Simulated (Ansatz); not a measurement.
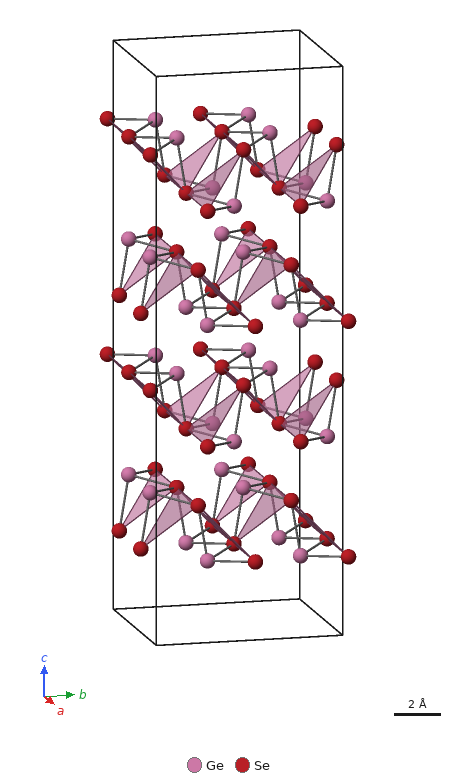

Figure 1. The structure as given in the input (polyhedral view of the 2 × 2 repeat of the cell, with the vacuum cut short, seen slightly off an axis; polyhedra are completed across the faces of the cell). An atom can appear more than once, as a periodic image.

**Run report: GeSe, geometry relaxation (part 1 of 3)**

System: GeSe (slab, 16 atoms in the cell).
Method: DFT PBEsol, scalar-relativistic, plane waves, PAW, no spin polarisation (Ansatz 0.2.0).

The structure derives from an entry of the Crystallography Open Database. It belongs to a series of runs on one base structure; here: (1 0 0) slab, atoms relaxed.

### The input
```yaml
crystal:
  lattice:
    - [3.8543821067, 0.0, 0.0]
    - [0.0, 4.2673309516, 0.0]
    - [0.0, 0.0, 33.867780108]
  atoms:
    - { symbol: Ge, position: [0.75, 0.6069329028, 0.2214494123] }
    - { symbol: Se, position: [0.25, 0.0061952201, 0.2293377368] }
    - { symbol: Se, position: [0.75, 0.5061952201, 0.2962517218] }
    - { symbol: Ge, position: [0.25, 0.1069329028, 0.3041400463] }
    - { symbol: Ge, position: [0.75, 0.8930670972, 0.3795862594] }
    - { symbol: Se, position: [0.25, 0.4938047799, 0.387474584] }
    - { symbol: Se, position: [0.75, 0.9938047799, 0.4543885689] }
    - { symbol: Ge, position: [0.25, 0.3930670972, 0.4622768934] }
    - { symbol: Ge, position: [0.75, 0.6069329028, 0.5377231066] }
    - { symbol: Se, position: [0.25, 0.0061952201, 0.5456114311] }
    - { symbol: Se, position: [0.75, 0.5061952201, 0.612525416] }
    - { symbol: Ge, position: [0.25, 0.1069329028, 0.6204137406] }
    - { symbol: Ge, position: [0.75, 0.8930670972, 0.6958599537] }
    - { symbol: Se, position: [0.25, 0.4938047799, 0.7037482782] }
    - { symbol: Se, position: [0.75, 0.9938047799, 0.7706622632] }
    - { symbol: Ge, position: [0.25, 0.3930670972, 0.7785505877] }
basis:
  ecutwfc: 420
kpoints:
  mp_grid: { grid: [9, 8, 1] }
hamiltonian:
  xc: pbesol
scf:
  occupations: { method: gaussian, width: 0.05 }
output:
  forces: true
  eigenvalues: true
  write_density: true
  write_potential: true
  elf: true
  volumetric_format: npy
relax:
  adjacent_minimum: "off"
  f_tol: 0.02
  max_steps: 60
efield:
  axis: 3
  dipole_correction: true
  ramp_width: 0.04
```

Machine: 2 threads of Arm Neoverse V2, 24 GiB of memory available, shared host.

Command:
```bash
ansatz run input.yaml --threads 2 --pin off --max-ram 5120MiB --backend cpu --events-out ev --progress --plain --runs-dir out
```

### The program's output
```
Engine: ansatz 0.2.0, aarch64-unknown-linux-gnu
Pseudopotentials: kind: paw
Pseudopotential: Ge, paw, valence charge 14, recommended cutoff 420 eV (normal), Ge.paw.azcp
Pseudopotential: Se, paw, valence charge 16, recommended cutoff 420 eV (normal), Se.paw.azcp
Functional definition: PBEsol
  exchange = pbesol_x
  correlation = pbesol_c
Crystal: 16 atoms, lattice volume = 557.055 Å³
Basis set: ecut = 420 eV, 10955 PW (Γ), exchange–correlation on 54×60×480 points (8 copies of the dense FFT grid, shifted against one another)
Bands: 144, of which v1, the nominal top of the filled ones, is band 120 counted from 1 (119 counted from 0)
Symmetry: 2 space group operations
k-points: 25 of 72 (time reversal used)
Non-local potential: Ge, projectors of the file, l = 0: 2, l = 1: 2, l = 2: 3, l = 3: 1
Non-local potential: Se, projectors of the file, l = 0: 2, l = 1: 2, l = 2: 3, l = 3: 1
PAW form: soft (Blöchl's): semilocal exchange-correlation on the pseudo side does not see the compensation charge
PAW frozen core: Ge, regenerated for the run's functional, and the local potential with it (the file was generated under x = pbe(κ = 0.804, μ = 0.2195149727645171), c = pbe(β = 0.06672455060314922))
PAW frozen core: Se, regenerated for the run's functional, and the local potential with it (the file was generated under x = pbe(κ = 0.804, μ = 0.2195149727645171), c = pbe(β = 0.06672455060314922))
PAW one-centre angular grid: Ge, 590 points (default); XC on 64 Gauss nodes
PAW one-centre angular grid: Se, 590 points (default); XC on 64 Gauss nodes
Initial density: superposition of atomic densities (neutral atoms: chi_scale 0, normalization atom), corrected by the library's trained network
Initial wavefunctions: pseudopotential atomic-orbital guess
Functional: x = pbesol(κ = 0.804, μ = 0.12345679012345678), c = pbesol(β = 0.046)
SCF iter   1: F=—  HF=-77424.992709 eV  |F-HF|=—  |Δ(HF+E_count)|=         —  Δρ=2.10e-3  dr2=9.54e-2  ethr=1.77e-3  p=0.000 e·Å  D=1.87e-13 V/Å  ΔV_dip=-0.00 eV  dr2_dipole=1.23e-9  V_vac-E_F(+/−)=4.23/4.23 eV  ⟨swp⟩=6.0  Hψ=12931  notcnv=0  defer=43
efield: sawtooth ramp at fractional position 0.9800 (placed from the atoms, in the widest stretch of the axis that holds none; the zero of the levels goes with the place), width 0.0400; the density the first Hamiltonian is built on has a dipole p = 0.000 e·Å; the dipole correction subtracts the counter field D = 1.87e-13 V/Å, which shifts the + side's vacuum level by -0.00 eV against the − side's; the planar-averaged density in the ramp window peaks in size at 2.2e-5 e/Å³
preconditioner: auto → Resta (q_TF=auto, 2.371 Å⁻¹)  ε∞=2.1  [insulator: Δε(μ)=0.542 eV  Ē_g=18.577 eV  σ=0.050 eV  W_gap=1.00  n_scr=140 (ndim 8)  ℏωp=19.9 eV  f_vac=0.357  D(μ)=0.00/eV (n_scr^D=0)  ε∞_Penn≈2.1  vacuum switching on, ρ_ref=2.5e-2 e/Å³]
SCF iter   2: F=—  HF=-77424.992676 eV  |F-HF|=—  |Δ(HF+E_count)|=   3.30e-5  Δρ=1.54e-3  dr2=2.81e-1  ethr=3.98e-5  p=-0.000 e·Å  D=-7.18e-6 V/Å  ΔV_dip=0.00 eV  dr2_dipole=1.08e-8  V_vac-E_F(+/−)=4.44/4.44 eV  ⟨swp⟩=2.0  Hψ=5222  notcnv=0  defer=432
SCF iter   3: F=—  HF=-77424.976035 eV  |F-HF|=—  |Δ(HF+E_count)|=   1.66e-2  Δρ=8.68e-4  dr2=5.58e-2  ethr=3.98e-5  p=0.000 e·Å  D=2.18e-6 V/Å  ΔV_dip=-0.00 eV  dr2_dipole=1.25e-9  V_vac-E_F(+/−)=4.13/4.13 eV  ⟨swp⟩=2.4  Hψ=4051  notcnv=0  defer=431
SCF iter   4: F=—  HF=-77424.972403 eV  |F-HF|=—  |Δ(HF+E_count)|=   3.63e-3  Δρ=4.08e-4  dr2=3.89e-3  ethr=2.33e-5  p=0.000 e·Å  D=1.84e-6 V/Å  ΔV_dip=-0.00 eV  dr2_dipole=5.88e-13  V_vac-E_F(+/−)=4.17/4.17 eV  ⟨swp⟩=1.2  Hψ=4127  notcnv=0  defer=409
SCF iter   5: F=—  HF=-77424.972191 eV  |F-HF|=—  |Δ(HF+E_count)|=   2.12e-4  Δρ=1.60e-4  dr2=1.18e-3  ethr=1.62e-6  p=0.000 e·Å  D=4.27e-6 V/Å  ΔV_dip=-0.00 eV  dr2_dipole=3.12e-8  V_vac-E_F(+/−)=4.17/4.17 eV  ⟨swp⟩=2.0  Hψ=3705  notcnv=0  defer=410
SCF iter   6: F=—  HF=-77424.972087 eV  |F-HF|=—  |Δ(HF+E_count)|=   1.04e-4  Δρ=5.27e-5  dr2=3.31e-5  ethr=4.94e-7  p=-0.000 e·Å  D=-1.38e-5 V/Å  ΔV_dip=0.00 eV  dr2_dipole=1.08e-7  V_vac-E_F(+/−)=4.16/4.16 eV  ⟨swp⟩=2.0  Hψ=3739  notcnv=0  defer=411
iter 7 did not close the SCF: its close was put off until two iterations running show no level that it waits for move by more than its bar (scf_convergence_deferred on its scf_iter line)
SCF iter   7: F=-77424.972092 eV  HF=-77424.972091 eV  |F-HF|=1.22e-6  |Δ(HF+E_count)|=   4.07e-6  Δρ=2.54e-5  dr2=3.38e-6  ethr=4.17e-9  p=0.000 e·Å  D=3.87e-5 V/Å  ΔV_dip=-0.00 eV  dr2_dipole=7.74e-7  V_vac-E_F(+/−)=4.16/4.16 eV  ⟨swp⟩=18.1  Hψ=35920  notcnv=0
SCF iter   8: F=—  HF=-77424.972095 eV  |F-HF|=—  |Δ(HF+E_count)|=   4.07e-6  Δρ=1.44e-5  dr2=1.60e-5  ethr=1.41e-9  p=-0.001 e·Å  D=-1.82e-4 V/Å  ΔV_dip=0.01 eV  dr2_dipole=1.66e-5  V_vac-E_F(+/−)=4.16/4.16 eV  ⟨swp⟩=2.0  Hψ=3890  notcnv=0  recentre
SCF iter   9: F=-77424.972093 eV  HF=-77424.972094 eV  |F-HF|=7.09e-7  |Δ(HF+E_count)|=   1.22e-6  Δρ=7.06e-6  dr2=6.26e-7  ethr=1.41e-9  p=0.000 e·Å  D=3.37e-5 V/Å  ΔV_dip=-0.00 eV  dr2_dipole=5.37e-7  V_vac-E_F(+/−)=4.16/4.16 eV  ⟨swp⟩=11.0  Hψ=24501  notcnv=0
SCF 1 converged in 9 iterations: F = -77424.972093 eV  dr2 = 6.26e-7
  greatest PAW one-centre occupation: 1.000 electrons in one spin orbital (limit 2), on the Se atom at site 2 (counted from 0), in its partial waves of l = 2
relax step   1: F+E_penalty+E_count = -77424.97209294 eV  Δ(F+E_penalty+E_count) = +0.000e0 eV  max|allowed force component| = 3.418e-1 eV/Å  Δτ_max = 0.0000 Å  (9 SCF iters, dr2 threshold 1.00e-5 eV, accepted)
Initial density: handed on by an earlier stage of this run
Initial wavefunctions: those handed on with the density
iter 1 solved again at ethr=1.30e-5 eV; its pass at ethr=3.10e-3 eV (dr2=3.11e-2 eV) is discarded
SCF iter   1: F=—  HF=-77425.009236 eV  |F-HF|=—  |Δ(HF+E_count)|=         —  Δρ=2.58e-3  dr2=2.90e-2  ethr=1.30e-5  p=0.000 e·Å  D=3.37e-5 V/Å  ΔV_dip=-0.00 eV  dr2_dipole=1.22e-6  V_vac-E_F(+/−)=4.09/4.09 eV  ⟨swp⟩=2.0  Hψ=11091  notcnv=0  defer=431
efield: sawtooth ramp at fractional position 0.9800 (handed on by an earlier solve), width 0.0400; the density the first Hamiltonian is built on has a dipole p = 0.000 e·Å; the dipole correction subtracts the counter field D = 3.37e-5 V/Å, which shifts the + side's vacuum level by -0.00 eV against the − side's; the planar-averaged density in the ramp window peaks in size at 5.6e-6 e/Å³
preconditioner: auto → Resta (q_TF=auto, 2.371 Å⁻¹)  ε∞=2.1  [insulator: Δε(μ)=0.655 eV  Ē_g=18.657 eV  σ=0.050 eV  W_gap=1.00  n_scr=140 (ndim 8)  ℏωp=19.9 eV  f_vac=0.361  D(μ)=0.00/eV (n_scr^D=0)  ε∞_Penn≈2.1  vacuum switching on, ρ_ref=2.5e-2 e/Å³]
SCF iter   2: F=—  HF=-77425.005787 eV  |F-HF|=—  |Δ(HF+E_count)|=   3.45e-3  Δρ=1.42e-3  dr2=1.12e-2  ethr=1.21e-5  p=-0.001 e·Å  D=-1.80e-4 V/Å  ΔV_dip=0.01 eV  dr2_dipole=1.29e-5  V_vac-E_F(+/−)=4.15/4.14 eV  ⟨swp⟩=2.0  Hψ=4493  notcnv=0  defer=431
SCF iter   3: F=—  HF=-77425.006455 eV  |F-HF|=—  |Δ(HF+E_count)|=   6.68e-4  Δρ=7.22e-4  dr2=1.73e-2  ethr=4.65e-6  p=0.002 e·Å  D=6.03e-4 V/Å  ΔV_dip=-0.02 eV  dr2_dipole=1.86e-4  V_vac-E_F(+/−)=4.15/4.17 eV  ⟨swp⟩=2.1  Hψ=3823  notcnv=0  defer=431
SCF iter   4: F=—  HF=-77425.005484 eV  |F-HF|=—  |Δ(HF+E_count)|=   9.71e-4  Δρ=2.63e-4  dr2=7.18e-3  ethr=4.65e-6  p=-0.003 e·Å  D=-1.11e-3 V/Å  ΔV_dip=0.04 eV  dr2_dipole=5.93e-4  V_vac-E_F(+/−)=4.15/4.11 eV  ⟨swp⟩=2.2  Hψ=3811  notcnv=0  defer=431
SCF iter   5: F=—  HF=-77425.004776 eV  |F-HF|=—  |Δ(HF+E_count)|=   7.07e-4  Δρ=1.42e-4  dr2=4.74e-4  ethr=2.99e-6  p=0.002 e·Å  D=6.28e-4 V/Å  ΔV_dip=-0.02 eV  dr2_dipole=2.02e-4  V_vac-E_F(+/−)=4.16/4.18 eV  ⟨swp⟩=1.6  Hψ=3765  notcnv=0  defer=431
SCF iter   6: F=—  HF=-77425.004761 eV  |F-HF|=—  |Δ(HF+E_count)|=   1.56e-5  Δρ=7.75e-5  dr2=2.04e-4  ethr=1.97e-7  p=-0.002 e·Å  D=-5.20e-4 V/Å  ΔV_dip=0.02 eV  dr2_dipole=1.25e-4  V_vac-E_F(+/−)=4.18/4.16 eV  ⟨swp⟩=1.9  Hψ=3690  notcnv=0  defer=431
SCF iter   7: F=—  HF=-77425.004745 eV  |F-HF|=—  |Δ(HF+E_count)|=   1.55e-5  Δρ=5.03e-5  dr2=1.07e-5  ethr=8.50e-8  p=-0.000 e·Å  D=-1.91e-5 V/Å  ΔV_dip=0.00 eV  dr2_dipole=4.95e-9  V_vac-E_F(+/−)=4.17/4.17 eV  ⟨swp⟩=1.9  Hψ=3558  notcnv=0  defer=431
SCF iter   8: F=-77425.004750 eV  HF=-77425.004749 eV  |F-HF|=8.60e-7  |Δ(HF+E_count)|=   3.92e-6  Δρ=1.88e-5  dr2=1.52e-6  ethr=3.04e-9  p=-0.000 e·Å  D=-2.34e-5 V/Å  ΔV_dip=0.00 eV  dr2_dipole=3.09e-8  V_vac-E_F(+/−)=4.17/4.17 eV  ⟨swp⟩=16.8  Hψ=34657  notcnv=0
SCF 2 converged in 8 iterations: F = -77425.004750 eV  dr2 = 1.52e-6
relax step   2: F+E_penalty+E_count = -77425.00475002 eV  Δ(F+E_penalty+E_count) = -3.266e-2 eV  max|allowed force component| = 1.019e-1 eV/Å  Δτ_max = 0.1329 Å  (8 SCF iters, dr2 threshold 7.30e-6 eV, accepted)
SCF iter   1: F=—  HF=-77425.011914 eV  |F-HF|=—  |Δ(HF+E_count)|=         —  Δρ=2.47e-3  dr2=2.54e-2  ethr=1.11e-4  p=-0.000 e·Å  D=-2.34e-5 V/Å  ΔV_dip=0.00 eV  dr2_dipole=1.09e-7  V_vac-E_F(+/−)=4.15/4.14 eV  ⟨swp⟩=4.9  Hψ=6887  notcnv=0  defer=437
efield: sawtooth ramp at fractional position 0.9800 (handed on by an earlier solve), width 0.0400; the density the first Hamiltonian is built on has a dipole p = -0.000 e·Å; the dipole correction subtracts the counter field D = -2.34e-5 V/Å, which shifts the + side's vacuum level by +0.00 eV against the − side's; the planar-averaged density in the ramp window peaks in size at 6.0e-6 e/Å³
preconditioner: auto → Resta (q_TF=auto, 2.371 Å⁻¹)  ε∞=2.1  [insulator: Δε(μ)=0.683 eV  Ē_g=18.654 eV  σ=0.050 eV  W_gap=1.00  n_scr=140 (ndim 8)  ℏωp=19.9 eV  f_vac=0.359  D(μ)=0.00/eV (n_scr^D=0)  ε∞_Penn≈2.1  vacuum switching on, ρ_ref=2.5e-2 e/Å³]
SCF iter   2: F=—  HF=-77425.008895 eV  |F-HF|=—  |Δ(HF+E_count)|=   3.02e-3  Δρ=1.28e-3  dr2=9.68e-3  ethr=1.06e-5  p=0.000 e·Å  D=4.02e-5 V/Å  ΔV_dip=-0.00 eV  dr2_dipole=1.06e-6  V_vac-E_F(+/−)=4.18/4.18 eV  ⟨swp⟩=1.7  Hψ=4286  notcnv=0  defer=434
SCF iter   3: F=—  HF=-77425.008951 eV  |F-HF|=—  |Δ(HF+E_count)|=   5.62e-5  Δρ=7.50e-4  dr2=1.24e-2  ethr=4.04e-6  p=-0.001 e·Å  D=-1.87e-4 V/Å  ΔV_dip=0.01 eV  dr2_dipole=1.52e-5  V_vac-E_F(+/−)=4.13/4.13 eV  ⟨swp⟩=2.0  Hψ=3801  notcnv=0  defer=434
SCF iter   4: F=—  HF=-77425.007668 eV  |F-HF|=—  |Δ(HF+E_count)|=   1.28e-3  Δρ=1.22e-4  dr2=4.84e-4  ethr=4.04e-6  p=0.001 e·Å  D=3.75e-4 V/Å  ΔV_dip=-0.01 eV  dr2_dipole=7.25e-5  V_vac-E_F(+/−)=4.16/4.17 eV  ⟨swp⟩=2.0  Hψ=3704  notcnv=0  defer=434
SCF iter   5: F=—  HF=-77425.007459 eV  |F-HF|=—  |Δ(HF+E_count)|=   2.10e-4  Δρ=9.15e-5  dr2=7.92e-4  ethr=2.02e-7  p=-0.002 e·Å  D=-7.90e-4 V/Å  ΔV_dip=0.03 eV  dr2_dipole=3.01e-4  V_vac-E_F(+/−)=4.16/4.14 eV  ⟨swp⟩=2.0  Hψ=4307  notcnv=0  defer=434
SCF iter   6: F=—  HF=-77425.007399 eV  |F-HF|=—  |Δ(HF+E_count)|=   5.91e-5  Δρ=4.43e-5  dr2=8.72e-5  ethr=2.02e-7  p=0.001 e·Å  D=3.59e-4 V/Å  ΔV_dip=-0.01 eV  dr2_dipole=6.75e-5  V_vac-E_F(+/−)=4.15/4.16 eV  ⟨swp⟩=2.0  Hψ=3615  notcnv=0  defer=434
SCF iter   7: F=—  HF=-77425.007394 eV  |F-HF|=—  |Δ(HF+E_count)|=   5.28e-6  Δρ=3.18e-5  dr2=3.49e-5  ethr=3.63e-8  p=-0.001 e·Å  D=-1.65e-4 V/Å  ΔV_dip=0.01 eV  dr2_dipole=1.20e-5  V_vac-E_F(+/−)=4.16/4.16 eV  ⟨swp⟩=2.0  Hψ=3685  notcnv=0  defer=434
SCF iter   8: F=—  HF=-77425.007392 eV  |F-HF|=—  |Δ(HF+E_count)|=   2.16e-6  Δρ=1.42e-5  dr2=3.65e-6  ethr=1.45e-8  p=-0.000 e·Å  D=-5.67e-5 V/Å  ΔV_dip=0.00 eV  dr2_dipole=1.10e-6  V_vac-E_F(+/−)=4.16/4.16 eV  ⟨swp⟩=1.8  Hψ=3451  notcnv=0  defer=434
SCF iter   9: F=-77425.007392 eV  HF=-77425.007392 eV  |F-HF|=1.69e-7  |Δ(HF+E_count)|=   9.14e-8  Δρ=3.67e-6  dr2=1.70e-7  ethr=2.70e-10  p=-0.000 e·Å  D=-2.30e-5 V/Å  ΔV_dip=0.00 eV  dr2_dipole=6.79e-8  V_vac-E_F(+/−)=4.16/4.16 eV  ⟨swp⟩=14.5  Hψ=26213  notcnv=0
SCF 3 converged in 9 iterations: F = -77425.007392 eV  dr2 = 1.70e-7
  greatest PAW one-centre occupation: 1.000 electrons in one spin orbital (limit 2), on the Se atom at site 13 (counted from 0), in its partial waves of l = 2
relax step   3: F+E_penalty+E_count = -77425.00739168 eV  Δ(F+E_penalty+E_count) = -2.642e-3 eV  max|allowed force component| = 1.536e-1 eV/Å  Δτ_max = 0.0685 Å  (9 SCF iters, dr2 threshold 6.49e-7 eV, accepted)
```
